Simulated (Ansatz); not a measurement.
**TaN: density, localisation and related maps**

Input

```
crystal:
  lattice:
    - [-0.9151226559, 1.8302453118, 1.8302453118]
    - [1.8302453118, -0.9151226559, 1.8302453118]
    - [1.8302453118, 1.8302453118, -0.9151226559]
  atoms:
    - { symbol: Ta, position: [0.5, 0.5, 0.5] }
    - { symbol: "N", position: [0.0, 0.0, 0.0] }
basis:
  ecutwfc: 420
kpoints:
  mp_grid: { grid: [20, 20, 20] }
hamiltonian:
  xc: pbesol
scf:
  occupations: { method: gaussian, width: 0.15 }
output:
  forces: true
  stress: true
  eigenvalues: true
  write_density: true
  write_potential: true
  elf: true
  volumetric_format: npy
```

Launched as:

```sh
ansatz run input.yaml --threads 1 --pin off --max-ram 2560MiB --backend cpu --events-out ev --progress --plain --runs-dir out
```

Below, planes, directions and counts refer to the conventional cell (a = 2.75 Å, b = 2.75 Å, c = 2.75 Å, α = 90.00°, β = 90.00°, γ = 90.00°).

Space group Pm-3m; computed pressure about −8 GPa in this cell.

All numbers below come from Ansatz, DFT PBEsol, scalar-relativistic, plane waves, PAW.

In a PAW calculation such maps are meaningful between the atoms, not at the nuclei.

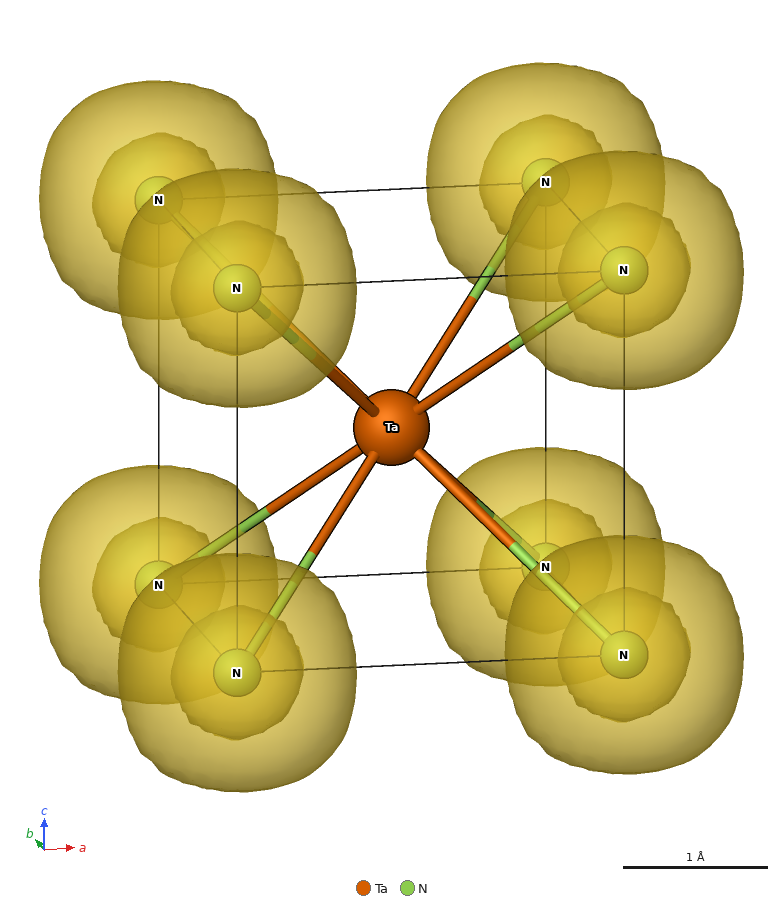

Figure 1. Isosurface of the electron localisation function at 0.7 (yellow), seen slightly off an axis. Only the valence region is drawn (cores and ρ < 0.01 e/Å³ removed). Sticks mark near contacts.

Question: Where are the electrons localised?

Answer: The ELF exceeds this value in one region wrapped around N (its valence shell), counted in one cell of 2 atoms. Regions shared between cells count once.


Ta–N (2.38 Å): the ELF peaks at about 0.80 in the valence shell of N, 0.7 Å from its nucleus, and is about 0.15 at the midpoint (no localised pair shows between them). Ta–Ta (2.75 Å): the ELF is about 0.45 at the midpoint.

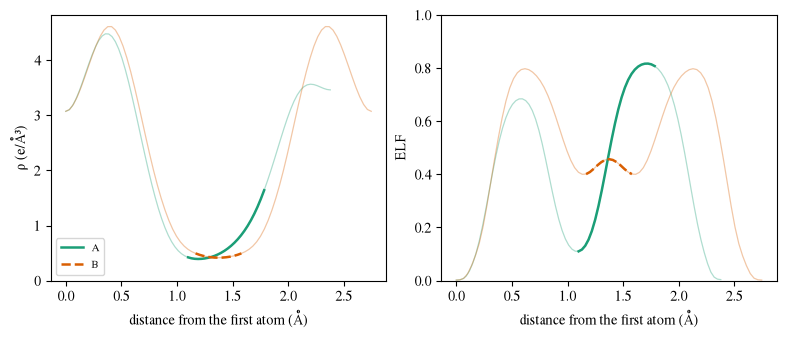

Figure 2. Valence pseudo-density and electron localisation function along straight lines between neighbouring atoms. Thin, pale parts lie inside the atomic spheres.

Question: Which curve belongs to which contact (Ta–N and Ta–Ta)? The first atom named is at distance zero.

Answer: Curve A: Ta–N (2.38 Å): ρ at the midpoint is about 0.39 e/Å³; the ELF peaks at about 0.80 in the valence shell of N, 0.7 Å from its nucleus, and is about 0.15 at the midpoint (no shared electron pair shows on this line). Curve B: Ta–Ta (2.75 Å): ρ is about 0.42 e/Å³ halfway; the ELF is about 0.45 at the midpoint.

Question: Does the calculation make it a metal, or give it a gap?

Answer: It is gapless in this calculation (a metal or semimetal); semilocal functionals without U, or without the true magnetic order, often close the gap of such compounds.
